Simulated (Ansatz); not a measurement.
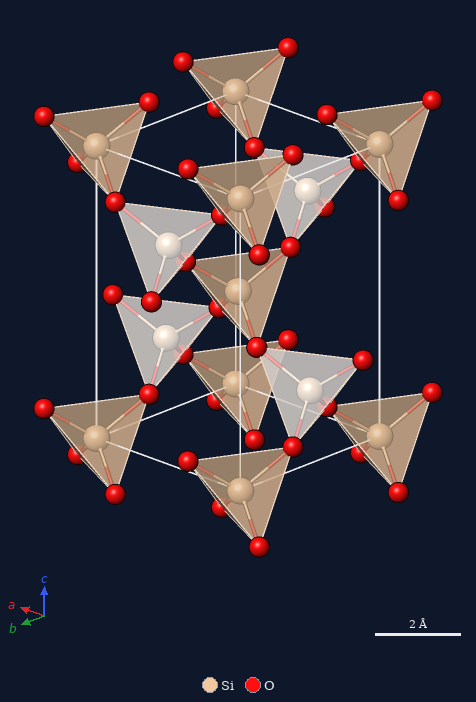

Figure 1. The structure as given in the input (polyhedral view of the cell 2 times as large as that of the calculation, set on its symmetry axes, seen at an oblique angle; polyhedra are completed across the faces of the cell). An atom can appear more than once, as a periodic image.

## Geometry relaxation, with input and output: SiO$_{2}$ (part 1 of 3)

System: SiO$_{2}$ (I-42d, 6 atoms in the cell).
Method: DFT r2SCAN, scalar-relativistic, plane waves, PAW, no spin polarisation (Ansatz 0.2.0).

The structure derives from an entry of the Crystallography Open Database. The run did not end well. It belongs to a series of runs on one base structure; here: relaxed ecut: 200 eV.

Output
```
Warning: basis.ecutwfc = 200 eV is below the records' recommended 500 eV, and the density's cutoff is lower with it unless basis.ecutrho_ratio is high enough to keep the records' density cutoff: compare with a run at a higher cutoff
Engine: ansatz 0.2.0, x86_64-unknown-linux-gnu
Pseudopotentials: kind: paw
Pseudopotential: Si, paw, valence charge 4, recommended cutoff 500 eV (meta_gga), Si.paw.azcp
Pseudopotential: O, paw, valence charge 6, recommended cutoff 500 eV (meta_gga), O.paw.azcp
Functional definition: r2SCAN
  parameter k0 = 0.174
  parameter k1 = 0.065
  parameter a1 = 4.9479
  exchange = r2scan_x(k0 = k0, k1 = k1, a1 = a1)
  correlation = r2scan_c
Crystal: 6 atoms, lattice volume = 84.406 Å³
Basis set: ecut = 200 eV, 557 PW (Γ), exchange–correlation on 96×96×96 points (64 copies of the dense FFT grid, shifted against one another)
Bands: 22, of which v1, the nominal top of the filled ones, is band 16 counted from 1 (15 counted from 0)
Symmetry: 8 space group operations
Space group: I-42d (ITA 122), of the structure as read, at distance tolerance 4.4e-5 Å
k-points: 59 of 512 (time reversal used)
Non-local potential: Si, projectors of the file, l = 0: 2, l = 1: 2, l = 2: 2
Non-local potential: O, projectors of the file, l = 0: 2, l = 1: 2, l = 2: 1
PAW form: soft (Blöchl's): semilocal exchange-correlation on the pseudo side does not see the compensation charge
PAW frozen core: Si, regenerated for the run's functional (the file was generated under x = pbe(κ = 0.804, μ = 0.2195149727645171), c = pbe(β = 0.06672455060314922))
PAW frozen core: O, regenerated for the run's functional (the file was generated under x = pbe(κ = 0.804, μ = 0.2195149727645171), c = pbe(β = 0.06672455060314922))
PAW one-centre angular grid: Si, 302 points (default); XC on 160 Gauss nodes
PAW one-centre angular grid: O, 302 points (default); XC on 160 Gauss nodes
Initial density: superposition of atomic densities (neutral atoms: chi_scale 0, normalization atom), corrected by the library's trained network
Initial wavefunctions: pseudopotential atomic-orbital guess
Functional: x = r2scan, c = r2scan; τ floored in thin density (d = 2e-4 eV/Å³)
SCF iter   1: F=—  HF=-3534.483772 eV  |F-HF|=—  |Δ(HF+E_count)|=         —  Δρ=1.29e-1  dr2=5.00e0  dr2_τ=5.69e-1  ethr=1.77e-3  ⟨swp⟩=6.5  Hψ=7326  notcnv=0
preconditioner: auto → none  [insulator: Δε(μ)=5.426 eV  Ē_g=17.481 eV  σ=0.020 eV  W_gap=1.00  n_scr=14 (ndim 8)  ℏωp=22.9 eV  f_vac=0.204  D(μ)=0.00/eV (n_scr^D=0)  ε∞_Penn≈2.7]
SCF iter   2: F=—  HF=-3533.274197 eV  |F-HF|=—  |Δ(HF+E_count)|=    1.21e0  Δρ=4.15e-2  dr2=5.87e-1  dr2_τ=2.11e-1  ethr=1.77e-3  ⟨swp⟩=3.0  Hψ=3148  notcnv=0  defer=108
SCF iter   3: F=—  HF=-3533.268141 eV  |F-HF|=—  |Δ(HF+E_count)|=   6.06e-3  Δρ=2.12e-2  dr2=8.71e-2  dr2_τ=3.94e-2  ethr=1.77e-3  ⟨swp⟩=2.6  Hψ=2130  notcnv=0  defer=108
SCF iter   4: F=—  HF=-3533.291741 eV  |F-HF|=—  |Δ(HF+E_count)|=   2.36e-2  Δρ=7.63e-3  dr2=1.21e-2  dr2_τ=4.67e-3  ethr=2.72e-4  ⟨swp⟩=2.0  Hψ=1436  notcnv=0  defer=108
SCF iter   5: F=—  HF=-3533.294925 eV  |F-HF|=—  |Δ(HF+E_count)|=   3.18e-3  Δρ=1.37e-3  dr2=4.04e-4  dr2_τ=1.80e-4  ethr=3.78e-5  ⟨swp⟩=3.0  Hψ=2144  notcnv=0  defer=108
SCF iter   6: F=—  HF=-3533.295157 eV  |F-HF|=—  |Δ(HF+E_count)|=   2.32e-4  Δρ=1.43e-4  dr2=3.90e-6  dr2_τ=1.76e-6  ethr=1.26e-6  ⟨swp⟩=2.1  Hψ=2137  notcnv=0  defer=108
SCF iter   7: F=—  HF=-3533.295159 eV  |F-HF|=—  |Δ(HF+E_count)|=   2.36e-6  Δρ=7.92e-6  dr2=1.21e-8  dr2_τ=4.34e-9  ethr=3.13e-10  ⟨swp⟩=9.3  Hψ=7236  notcnv=0
SCF iter   8: F=-3533.295159 eV  HF=-3533.295159 eV  |F-HF|=3.64e-12  |Δ(HF+E_count)|=   3.27e-9  Δρ=1.86e-7  dr2=1.22e-11  dr2_τ=3.09e-12  ethr=3.78e-11  ⟨swp⟩=2.0  Hψ=3700  notcnv=0
SCF 1 converged in 8 iterations: F = -3533.295159 eV  dr2 = 1.22e-11
  greatest PAW one-centre occupation: 0.920 electrons in one spin orbital (limit 2), on the O atom at site 5 (counted from 0), in its partial waves of l = 0
relax step   1: F+E_penalty+E_count = -3533.29515948 eV  Δ(F+E_penalty+E_count) = +0.000e0 eV  max|allowed force component| = 1.737e-1 eV/Å  Δτ_max = 0.0000 Å  P = +2.933 GPa  Ω = 84.406 Å³  (8 SCF iters, dr2 threshold 1.00e-7 eV, accepted)
Crystal: 6 atoms, lattice volume = 85.540 Å³
Initial density: handed on by an earlier stage of this run
Initial wavefunctions: those handed on with the density
iter 1 solved again at ethr=4.16e-5 eV; its pass at ethr=3.10e-3 eV (dr2=1.33e-2 eV) is discarded
SCF iter   1: F=—  HF=-3532.129921 eV  |F-HF|=—  |Δ(HF+E_count)|=         —  Δρ=6.03e-3  dr2=1.34e-2  dr2_τ=1.65e-2  ethr=4.16e-5  ⟨swp⟩=2.6  Hψ=7599  notcnv=0
preconditioner: auto → none  [insulator: Δε(μ)=6.007 eV  Ē_g=17.911 eV  σ=0.020 eV  W_gap=1.00  n_scr=14 (ndim 8)  ℏωp=22.7 eV  f_vac=0.202  D(μ)=0.00/eV (n_scr^D=0)  ε∞_Penn≈2.6]
SCF iter   2: F=—  HF=-3532.140187 eV  |F-HF|=—  |Δ(HF+E_count)|=   1.03e-2  Δρ=2.02e-3  dr2=8.04e-4  dr2_τ=5.97e-4  ethr=4.16e-5  ⟨swp⟩=3.0  Hψ=2780  notcnv=0
SCF iter   3: F=—  HF=-3532.140949 eV  |F-HF|=—  |Δ(HF+E_count)|=   7.62e-4  Δρ=8.44e-4  dr2=1.39e-4  dr2_τ=8.13e-5  ethr=2.51e-6  ⟨swp⟩=1.6  Hψ=1665  notcnv=0
SCF iter   4: F=—  HF=-3532.141152 eV  |F-HF|=—  |Δ(HF+E_count)|=   2.03e-4  Δρ=8.18e-5  dr2=2.92e-6  dr2_τ=7.66e-7  ethr=4.34e-7  ⟨swp⟩=2.1  Hψ=2249  notcnv=0
SCF iter   5: F=-3532.141153 eV  HF=-3532.141153 eV  |F-HF|=6.01e-8  |Δ(HF+E_count)|=   6.70e-7  Δρ=1.30e-5  dr2=7.42e-8  dr2_τ=8.99e-9  ethr=1.87e-9  ⟨swp⟩=6.0  Hψ=5847  notcnv=0
SCF 2 converged in 5 iterations: F = -3532.141153 eV  dr2 = 7.42e-8
  greatest PAW one-centre occupation: 0.921 electrons in one spin orbital (limit 2), on the O atom at site 5 (counted from 0), in its partial waves of l = 0
relax step   2: F+E_penalty+E_count = -3532.14115280 eV  Δ(F+E_penalty+E_count) = +1.154e0 eV  max|allowed force component| = 6.600e-2 eV/Å  Δτ_max = 0.0088 Å  P = -2.923 GPa  Ω = 85.540 Å³  energy of the carried Pulay correction = -1.148e0 eV  (5 SCF iters, dr2 threshold 6.00e-7 eV, rejected (line search))
[... from here on the SCF iterations and repeated set-up lines of each step are left out, up to the last step ...]
SCF 3 converged in 7 iterations: F = -3532.847765 eV  dr2 = 1.12e-11
relax step   3: F+E_penalty+E_count = -3532.84776542 eV  Δ(F+E_penalty+E_count) = +4.474e-1 eV  max|allowed force component| = 1.251e-1 eV/Å  Δτ_max = 0.0022 Å  P = +0.517 GPa  Ω = 84.852 Å³  energy of the carried Pulay correction = -4.528e-1 eV  (7 SCF iters, accepted)
SCF 4 converged in 4 iterations: F = -3532.837211 eV  dr2 = 3.75e-7
relax step   4: F+E_penalty+E_count = -3532.83721116 eV  Δ(F+E_penalty+E_count) = +1.055e-2 eV  max|allowed force component| = 1.015e-1 eV/Å  Δτ_max = 0.0048 Å  P = +0.058 GPa  Ω = 84.864 Å³  energy of the carried Pulay correction = -4.654e-1 eV  (4 SCF iters, dr2 threshold 6.00e-7 eV, accepted)
SCF 5 converged in 6 iterations: F = -3533.122202 eV  dr2 = 3.94e-8
relax step   5: F+E_penalty+E_count = -3533.12220170 eV  Δ(F+E_penalty+E_count) = -2.850e-1 eV  max|allowed force component| = 2.527e-2 eV/Å  Δτ_max = 0.0232 Å  P = -0.120 GPa  Ω = 84.590 Å³  energy of the carried Pulay correction = -1.865e-1 eV  (6 SCF iters, dr2 threshold 6.00e-7 eV, accepted)
SCF 6 converged in 5 iterations: F = -3533.254769 eV  dr2 = 1.06e-7
relax step   6: F+E_penalty+E_count = -3533.25476948 eV  Δ(F+E_penalty+E_count) = -1.326e-1 eV  max|allowed force component| = 1.703e-3 eV/Å  Δτ_max = 0.0084 Å  P = -0.003 GPa  Ω = 84.460 Å³  energy of the carried Pulay correction = -5.444e-2 eV  (5 SCF iters, dr2 threshold 3.11e-7 eV, accepted)
SCF 7 converged in 6 iterations: F = -3533.342372 eV  dr2 = 3.16e-12
relax step   7: F+E_penalty+E_count = -3533.34237171 eV  Δ(F+E_penalty+E_count) = -8.760e-2 eV  max|allowed force component| = 9.001e-4 eV/Å  Δτ_max = 0.0000 Å  P = +0.880 GPa  Ω = 84.460 Å³  stress off target by 1.60e0 GPa  SCF on the basis re-selected at this cell (its energy is not comparable with the rows above)  (6 SCF iters)
SCF 8 converged in 5 iterations: F = -3533.064123 eV  dr2 = 5.02e-8
relax step   8: F+E_penalty+E_count = -3533.06412256 eV  Δ(F+E_penalty+E_count) = +2.782e-1 eV  max|allowed force component| = 1.433e-3 eV/Å  Δτ_max = 0.0077 Å  P = +0.479 GPa  Ω = 84.734 Å³  energy of the carried Pulay correction = -2.810e-1 eV  (5 SCF iters, dr2 threshold 6.00e-7 eV, accepted)
SCF 9 converged in 4 iterations: F = -3532.960384 eV  dr2 = 7.91e-8
relax step   9: F+E_penalty+E_count = -3532.96038364 eV  Δ(F+E_penalty+E_count) = +1.037e-1 eV  max|allowed force component| = 1.200e-3 eV/Å  Δτ_max = 0.0022 Å  P = +0.259 GPa  Ω = 84.836 Å³  energy of the carried Pulay correction = -3.852e-1 eV  (4 SCF iters, dr2 threshold 6.00e-7 eV, accepted)
SCF 10 converged in 4 iterations: F = -3532.826309 eV  dr2 = 5.63e-8
relax step  10: F+E_penalty+E_count = -3532.82630887 eV  Δ(F+E_penalty+E_count) = +1.341e-1 eV  max|allowed force component| = 6.417e-3 eV/Å  Δτ_max = 0.0016 Å  P = -0.104 GPa  Ω = 84.967 Å³  energy of the carried Pulay correction = -5.193e-1 eV  (4 SCF iters, dr2 threshold 2.36e-7 eV, accepted)
SCF 11 converged in 4 iterations: F = -3532.830776 eV  dr2 = 2.34e-8
relax step  11: F+E_penalty+E_count = -3532.83077612 eV  Δ(F+E_penalty+E_count) = -4.467e-3 eV  max|allowed force component| = 1.361e-4 eV/Å  Δτ_max = 0.0012 Å  P = +0.003 GPa  Ω = 84.963 Å³  energy of the carried Pulay correction = -5.149e-1 eV  (4 SCF iters, dr2 threshold 3.21e-8 eV, accepted)
SCF 12 converged in 7 iterations: F = -3533.347838 eV  dr2 = 8.99e-12
relax step  12: F+E_penalty+E_count = -3533.34783806 eV  Δ(F+E_penalty+E_count) = -5.171e-1 eV  max|allowed force component| = 1.088e-2 eV/Å  Δτ_max = 0.0000 Å  P = +1.011 GPa  Ω = 84.963 Å³  stress off target by 1.73e0 GPa  SCF on the basis re-selected at this cell (its energy is not comparable with the rows above)  (7 SCF iters)
SCF 13 converged in 5 iterations: F = -3532.773940 eV  dr2 = 1.23e-7
relax step  13: F+E_penalty+E_count = -3532.77394007 eV  Δ(F+E_penalty+E_count) = +5.739e-1 eV  max|allowed force component| = 6.692e-3 eV/Å  Δτ_max = 0.0132 Å  P = -1.207 GPa  Ω = 85.529 Å³  energy of the carried Pulay correction = -5.751e-1 eV  (5 SCF iters, dr2 threshold 6.00e-7 eV, accepted)
SCF 14 converged in 5 iterations: F = -3533.144170 eV  dr2 = 8.48e-8
relax step  14: F+E_penalty+E_count = -3533.14417028 eV  Δ(F+E_penalty+E_count) = -3.702e-1 eV  max|allowed force component| = 2.440e-3 eV/Å  Δτ_max = 0.0100 Å  P = +0.123 GPa  Ω = 85.164 Å³  energy of the carried Pulay correction = -2.061e-1 eV  (5 SCF iters, dr2 threshold 6.00e-7 eV, accepted)
SCF 15 converged in 4 iterations: F = -3533.099629 eV  dr2 = 2.26e-8
relax step  15: F+E_penalty+E_count = -3533.09962912 eV  Δ(F+E_penalty+E_count) = +4.454e-2 eV  max|allowed force component| = 5.315e-4 eV/Å  Δτ_max = 0.0013 Å  P = -0.032 GPa  Ω = 85.209 Å³  energy of the carried Pulay correction = -2.507e-1 eV  (4 SCF iters, dr2 threshold 2.84e-7 eV, accepted)
SCF 16 converged in 7 iterations: F = -3533.336277 eV  dr2 = 5.27e-13
relax step  16: F+E_penalty+E_count = -3533.33627694 eV  Δ(F+E_penalty+E_count) = -2.366e-1 eV  max|allowed force component| = 2.856e-4 eV/Å  Δτ_max = 0.0000 Å  P = +0.979 GPa  Ω = 85.209 Å³  stress off target by 1.66e0 GPa  SCF on the basis re-selected at this cell (its energy is not comparable with the rows above)  (7 SCF iters)
SCF 17 converged in 5 iterations: F = -3533.075377 eV  dr2 = 3.64e-8
relax step  17: F+E_penalty+E_count = -3533.07537677 eV  Δ(F+E_penalty+E_count) = +2.609e-1 eV  max|allowed force component| = 5.397e-4 eV/Å  Δτ_max = 0.0066 Å  P = +0.551 GPa  Ω = 85.467 Å³  energy of the carried Pulay correction = -2.638e-1 eV  (5 SCF iters, dr2 threshold 6.00e-7 eV, accepted)
SCF 18 converged in 4 iterations: F = -3532.884427 eV  dr2 = 2.89e-7
relax step  18: F+E_penalty+E_count = -3532.88442696 eV  Δ(F+E_penalty+E_count) = +1.909e-1 eV  max|allowed force component| = 2.064e-3 eV/Å  Δτ_max = 0.0042 Å  P = +0.174 GPa  Ω = 85.656 Å³  energy of the carried Pulay correction = -4.552e-1 eV  (4 SCF iters, dr2 threshold 6.00e-7 eV, accepted)
SCF 19 converged in 4 iterations: F = -3532.781793 eV  dr2 = 1.13e-7
relax step  19: F+E_penalty+E_count = -3532.78179289 eV  Δ(F+E_penalty+E_count) = +1.026e-1 eV  max|allowed force component| = 9.317e-4 eV/Å  Δτ_max = 0.0026 Å  P = +0.002 GPa  Ω = 85.758 Å³  energy of the carried Pulay correction = -5.579e-1 eV  (4 SCF iters, dr2 threshold 2.35e-7 eV, accepted)
SCF 20 converged in 7 iterations: F = -3533.324996 eV  dr2 = 1.12e-12
relax step  20: F+E_penalty+E_count = -3533.32499571 eV  Δ(F+E_penalty+E_count) = -5.432e-1 eV  max|allowed force component| = 8.209e-3 eV/Å  Δτ_max = 0.0000 Å  P = +1.086 GPa  Ω = 85.758 Å³  stress off target by 1.80e0 GPa  SCF on the basis re-selected at this cell (its energy is not comparable with the rows above)  (7 SCF iters)
SCF 21 converged in 5 iterations: F = -3532.780254 eV  dr2 = 1.16e-7
relax step  21: F+E_penalty+E_count = -3532.78025365 eV  Δ(F+E_penalty+E_count) = +5.447e-1 eV  max|allowed force component| = 7.147e-3 eV/Å  Δτ_max = 0.0130 Å  P = -0.983 GPa  Ω = 86.300 Å³  energy of the carried Pulay correction = -5.465e-1 eV  (5 SCF iters, dr2 threshold 6.00e-7 eV, accepted)
SCF 22 converged in 5 iterations: F = -3533.087280 eV  dr2 = 5.49e-8
relax step  22: F+E_penalty+E_count = -3533.08728018 eV  Δ(F+E_penalty+E_count) = -3.070e-1 eV  max|allowed force component| = 4.617e-4 eV/Å  Δτ_max = 0.0082 Å  P = +0.128 GPa  Ω = 85.994 Å³  energy of the carried Pulay correction = -2.404e-1 eV  (5 SCF iters, dr2 threshold 6.00e-7 eV, accepted)
SCF 23 converged in 4 iterations: F = -3533.051442 eV  dr2 = 9.84e-9
relax step  23: F+E_penalty+E_count = -3533.05144154 eV  Δ(F+E_penalty+E_count) = +3.584e-2 eV  max|allowed force component| = 6.762e-4 eV/Å  Δτ_max = 0.0008 Å  P = -0.015 GPa  Ω = 86.030 Å³  energy of the carried Pulay correction = -2.763e-1 eV  (4 SCF iters, dr2 threshold 2.34e-7 eV, accepted)
SCF 24 converged in 7 iterations: F = -3533.350230 eV  dr2 = 1.38e-12
relax step  24: F+E_penalty+E_count = -3533.35023004 eV  Δ(F+E_penalty+E_count) = -2.988e-1 eV  max|allowed force component| = 3.902e-3 eV/Å  Δτ_max = 0.0000 Å  P = +1.077 GPa  Ω = 86.030 Å³  stress off target by 1.75e0 GPa  SCF on the basis re-selected at this cell (its energy is not comparable with the rows above)  (7 SCF iters)
SCF 25 converged in 5 iterations: F = -3533.079114 eV  dr2 = 3.62e-8
relax step  25: F+E_penalty+E_count = -3533.07911396 eV  Δ(F+E_penalty+E_count) = +2.711e-1 eV  max|allowed force component| = 7.092e-4 eV/Å  Δτ_max = 0.0064 Å  P = +0.583 GPa  Ω = 86.302 Å³  energy of the carried Pulay correction = -2.741e-1 eV  (5 SCF iters, dr2 threshold 6.00e-7 eV, accepted)
SCF 26 converged in 4 iterations: F = -3532.904266 eV  dr2 = 1.84e-7
relax step  26: F+E_penalty+E_count = -3532.90426606 eV  Δ(F+E_penalty+E_count) = +1.748e-1 eV  max|allowed force component| = 2.134e-3 eV/Å  Δτ_max = 0.0034 Å  P = +0.197 GPa  Ω = 86.477 Å³  energy of the carried Pulay correction = -4.494e-1 eV  (4 SCF iters, dr2 threshold 6.00e-7 eV, accepted)
SCF 27 converged in 4 iterations: F = -3532.790472 eV  dr2 = 1.26e-7
relax step  27: F+E_penalty+E_count = -3532.79047179 eV  Δ(F+E_penalty+E_count) = +1.138e-1 eV  max|allowed force component| = 1.207e-3 eV/Å  Δτ_max = 0.0027 Å  P = -0.010 GPa  Ω = 86.590 Å³  energy of the carried Pulay correction = -5.633e-1 eV  (4 SCF iters, dr2 threshold 2.78e-7 eV, accepted)
SCF 28 converged in 7 iterations: F = -3533.394116 eV  dr2 = 1.88e-12
relax step  28: F+E_penalty+E_count = -3533.39411603 eV  Δ(F+E_penalty+E_count) = -6.036e-1 eV  max|allowed force component| = 2.272e-2 eV/Å  Δτ_max = 0.0000 Å  P = +1.074 GPa  Ω = 86.590 Å³  stress off target by 1.79e0 GPa  SCF on the basis re-selected at this cell (its energy is not comparable with the rows above)  (7 SCF iters)
SCF 29 converged in 5 iterations: F = -3532.981211 eV  dr2 = 4.09e-8
relax step  29: F+E_penalty+E_count = -3532.98121058 eV  Δ(F+E_penalty+E_count) = +4.129e-1 eV  max|allowed force component| = 6.756e-3 eV/Å  Δτ_max = 0.0068 Å  P = +0.124 GPa  Ω = 87.007 Å³  energy of the carried Pulay correction = -4.160e-1 eV  (5 SCF iters, dr2 threshold 6.00e-7 eV, accepted)
SCF 30 converged in 4 iterations: F = -3532.965446 eV  dr2 = 8.84e-9
relax step  30: F+E_penalty+E_count = -3532.96544574 eV  Δ(F+E_penalty+E_count) = +1.576e-2 eV  max|allowed force component| = 7.390e-4 eV/Å  Δτ_max = 0.0007 Å  P = +0.018 GPa  Ω = 87.022 Å³  energy of the carried Pulay correction = -4.318e-1 eV  (4 SCF iters, dr2 threshold 6.21e-8 eV, accepted)
SCF 31 converged in 6 iterations: F = -3533.381238 eV  dr2 = 5.26e-11
relax step  31: F+E_penalty+E_count = -3533.38123792 eV  Δ(F+E_penalty+E_count) = -4.158e-1 eV  max|allowed force component| = 1.473e-2 eV/Å  Δτ_max = 0.0000 Å  P = +0.851 GPa  Ω = 87.022 Å³  stress off target by 1.53e0 GPa  SCF on the basis re-selected at this cell (its energy is not comparable with the rows above)  (6 SCF iters)
SCF 32 converged in 4 iterations: F = -3533.012393 eV  dr2 = 4.83e-7
relax step  32: F+E_penalty+E_count = -3533.01239269 eV  Δ(F+E_penalty+E_count) = +3.688e-1 eV  max|allowed force component| = 4.945e-3 eV/Å  Δτ_max = 0.0047 Å  P = -0.107 GPa  Ω = 87.395 Å³  energy of the carried Pulay correction = -3.713e-1 eV  (4 SCF iters, dr2 threshold 6.00e-7 eV, accepted)
SCF 33 converged in 4 iterations: F = -3533.027754 eV  dr2 = 9.43e-9
relax step  33: F+E_penalty+E_count = -3533.02775436 eV  Δ(F+E_penalty+E_count) = -1.536e-2 eV  max|allowed force component| = 9.542e-4 eV/Å  Δτ_max = 0.0006 Å  P = -0.002 GPa  Ω = 87.380 Å³  energy of the carried Pulay correction = -3.560e-1 eV  (4 SCF iters, dr2 threshold 1.71e-7 eV, accepted)
SCF 34 converged in 6 iterations: F = -3533.368769 eV  dr2 = 2.91e-11
relax step  34: F+E_penalty+E_count = -3533.36876917 eV  Δ(F+E_penalty+E_count) = -3.410e-1 eV  max|allowed force component| = 1.128e-2 eV/Å  Δτ_max = 0.0000 Å  P = +0.652 GPa  Ω = 87.380 Å³  stress off target by 1.30e0 GPa  SCF on the basis re-selected at this cell (its energy is not comparable with the rows above)  (6 SCF iters)
SCF 35 converged in 5 iterations: F = -3533.056144 eV  dr2 = 3.12e-8
relax step  35: F+E_penalty+E_count = -3533.05614393 eV  Δ(F+E_penalty+E_count) = +3.126e-1 eV  max|allowed force component| = 3.765e-3 eV/Å  Δτ_max = 0.0058 Å  P = -0.012 GPa  Ω = 87.696 Å³  energy of the carried Pulay correction = -3.147e-1 eV  (5 SCF iters, dr2 threshold 6.00e-7 eV, accepted)
SCF 36 converged in 6 iterations: F = -3533.330332 eV  dr2 = 3.41e-11
relax step  36: F+E_penalty+E_count = -3533.33033207 eV  Δ(F+E_penalty+E_count) = -2.742e-1 eV  max|allowed force component| = 8.211e-3 eV/Å  Δτ_max = 0.0000 Å  P = +0.538 GPa  Ω = 87.696 Å³  stress off target by 1.13e0 GPa  SCF on the basis re-selected at this cell (its energy is not comparable with the rows above)  (6 SCF iters)
SCF 37 converged in 4 iterations: F = -3533.078776 eV  dr2 = 4.00e-7
```
